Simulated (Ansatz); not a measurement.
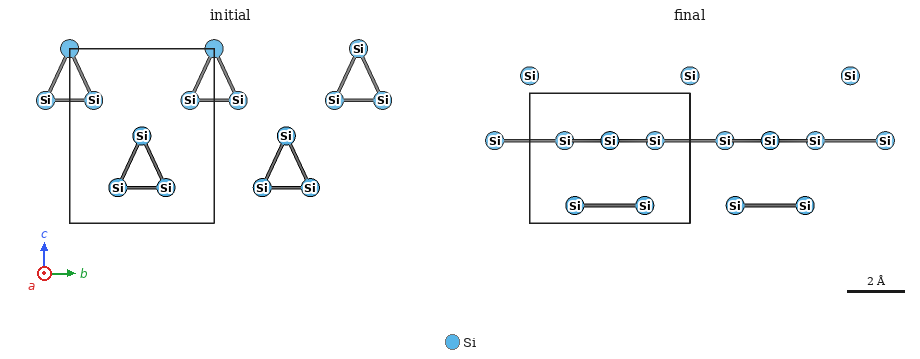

The structure of a crystal of Si (built on the random type) (coarse preliminary run) before (left) and after (right) a relaxation, at one scale.

Style: ball-and-stick. Shown: the conventional cell (2 times the calculation's cell), repeated 1 × 2 × 1 with one cell outlined, along the a axis. Lengths and directions refer to the drawn axes.

Case: random cell with space group Imm2 (No. 44).

Theory: DFT PBE, scalar-relativistic, plane waves, PAW (Ansatz).

Input file:
```yaml
crystal:
  lattice:
    - [-2.1031487557, 2.5635606296, 3.0957815347]
    - [2.1031487557, -2.5635606296, 3.0957815347]
    - [2.1031487557, 2.5635606296, -3.0957815347]
  atoms:
    - { symbol: Si, position: [0.87009, 0.20342, 0.66667] }
    - { symbol: Si, position: [0.53675, 0.20342, 0.33333] }
    - { symbol: Si, position: [0.0, 0.5, 0.5] }
basis:
  ecutwfc: 420
kpoints:
  mp_grid: { grid: [6, 6, 6] }
hamiltonian:
  xc: pbe
scf:
  occupations: { method: gaussian, width: 0.1 }
  lower_state_search: "off"
output:
  forces: true
  stress: true
  eigenvalues: true
relax:
  adjacent_minimum: "off"
  f_tol: 0.04
  max_steps: 70
  cell: { stress_tol: 0.4 }
```

> What changed between the two?

Over 12 accepted moves (15 points after the start) the energy falls by 6.568 eV per cell of the calculation. Largest force component: 21 eV/Å at the start, 0.017 eV/Å at the end. The pressure goes from 33.23 to −0.03 GPa. The line search rejected the trial steps at points 9, 11 of the run. At 1 point the geometry stayed and the basis and grid were re-selected for the new cell (energy shift of 0.6 meV per cell of the calculation at most each time). Si3 moves most relative to the cell: 0.62 Å along +c. The drawn cell changes as follows: a 4.206 → 3.792 Å (−9.8 %), b 5.127 → 5.692 Å (+11.0 %), c 6.192 → 4.605 Å (−25.6 %); the volume changes by −25.6 %. Near-neighbour distances that change, for instance: Si1–Si3 4.438 → 2.616 Å, Si1–Si2 3.839 → 3.005 Å, Si1–Si2 (another image) 1.709 → 2.482 Å, Si1–Si3 (another image) 2.025 → 2.616 Å. New bonds form: Si1–Si3 (2.99 → 2.48 Å), Si2–Si3 (2.99 → 2.48 Å). The space group (tolerance 0.01 Å) goes from Imm2 (No. 44) to Immm (No. 71). The run took of the order of 30 core-seconds on a shared host.
